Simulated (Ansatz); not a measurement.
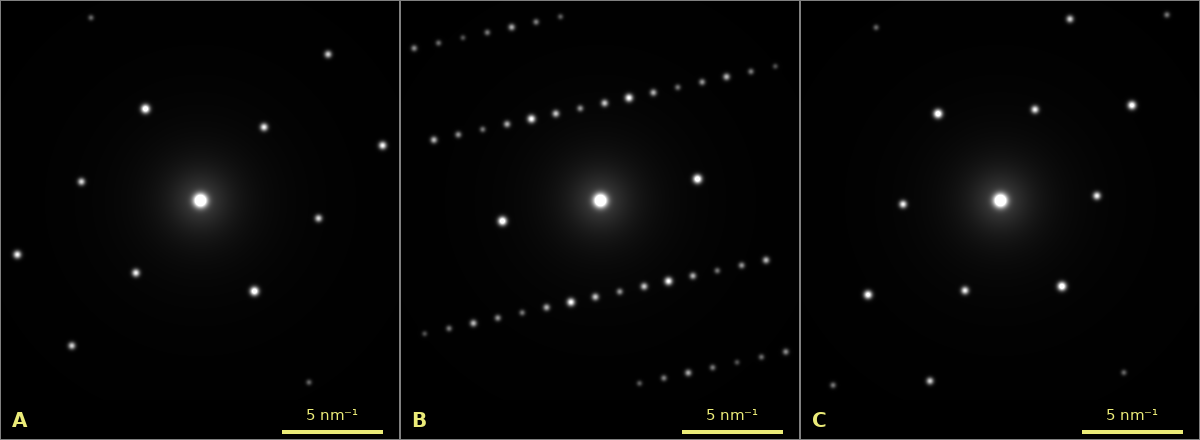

Simulated selected-area electron diffraction patterns (120 kV, kinematic approximation, thin crystal, B = 0.5 Å² for all atoms).

All three come from Co, space group P6_3/mmc (No. 194), a = 2.46 Å, c = 8.02 Å (hexagonal axes). Structure: the end point of a relaxation with DFT, revPBE, plane waves (420 eV) with PAW, scalar-relativistic (Ansatz 0.2.0); the starting structure was generated, so it need not be a known form of this composition.

```
Co
1.0
     2.46303    0.00000    0.00000
    -1.23151    2.13304    0.00000
     0.00000    0.00000    8.01752
Co
4
Cartesian
  0.0000 0.0000 0.0000
  0.0000 0.0000 4.0088
  0.0000 1.4220 2.0044
  1.2315 0.7110 6.0131
```

**Assign the zone axes [100], [211], [311] to A, B and C.**

A is [311]: oblique net of 0 1 -1 at d = 2.06 Å and -1 1 2 at d = 1.88 Å, at 72.2°. B is [100]: rectangular net of 0 0 1 (itself extinct) at d = 8.02 Å and 0 1 0 at d = 2.13 Å, at 90.0°. C is [211]: centred rectangular net of 0 1 -1 at d = 2.06 Å and -1 1 1 at d = 2.06 Å, at 66.4°.
